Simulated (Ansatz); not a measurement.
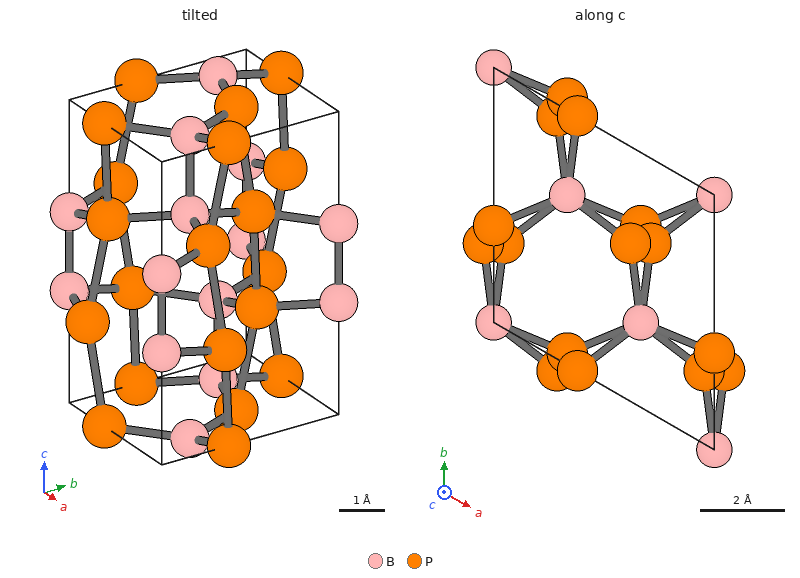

Structure drawing (ball-and-stick), viewed slightly off an axis and along the c axis. Thin lines show the conventional unit cell, with boundary atoms drawn in all their periodic places. Cell: a = 6.14 Å, b = 6.14 Å, c = 7.00 Å, α = 90.00°, β = 90.00°, γ = 120.00°.

Origin of the cell: a structure type filled with these elements by a generator (whether the compound takes this form wasn't checked). Earlier steps of the study, as a rule a relaxation of our own, may have changed the cell and positions, so they can lie some per cent off the listed ones. It was run through Ansatz as a DFT input.

> What is this?

The solid is B2P3. Symmetry: R32 (No. 155), rhombohedral (trigonal R) lattice. Content of the cell: 6 B, 9 P (Z = 3). The neighbours of B are three P and one B in a distorted tetrahedral arrangement (about 1.9 Å to P, 1.8 Å to B). The neighbours of P are two B and two P (about 1.9 Å to B, 2.4 Å to P). The bonds build a three-dimensional framework.

Calculation details: DFT PBE, scalar-relativistic, plane waves, PAW in Ansatz; a basis cut at 420 eV, k-points about 0.12 Å⁻¹ apart, Gaussian smearing of 0.1 eV, no spin polarisation.

> What is the band gap, if any?

A metal: bands cross the Fermi level.

> State the Bader charges by element.

B +0.38 e; P -0.25 e.

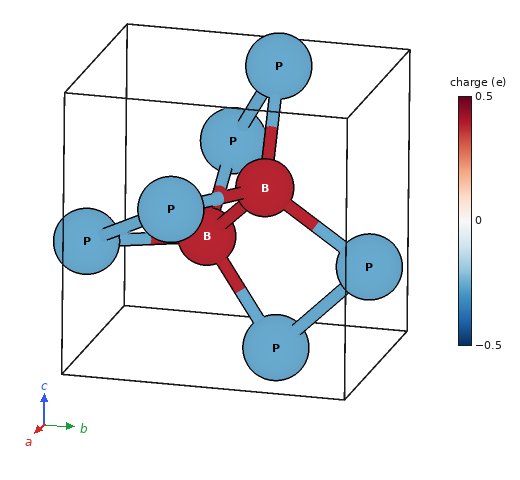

The atoms coloured by those charges. The run's cell of 5 atoms is drawn, so axes and origin can differ from the first picture.

> Is the structure relaxed at this level of theory?

Yes. All forces vanish to within 0.01 eV/Å. The pressure is 0.0 GPa, close to zero.
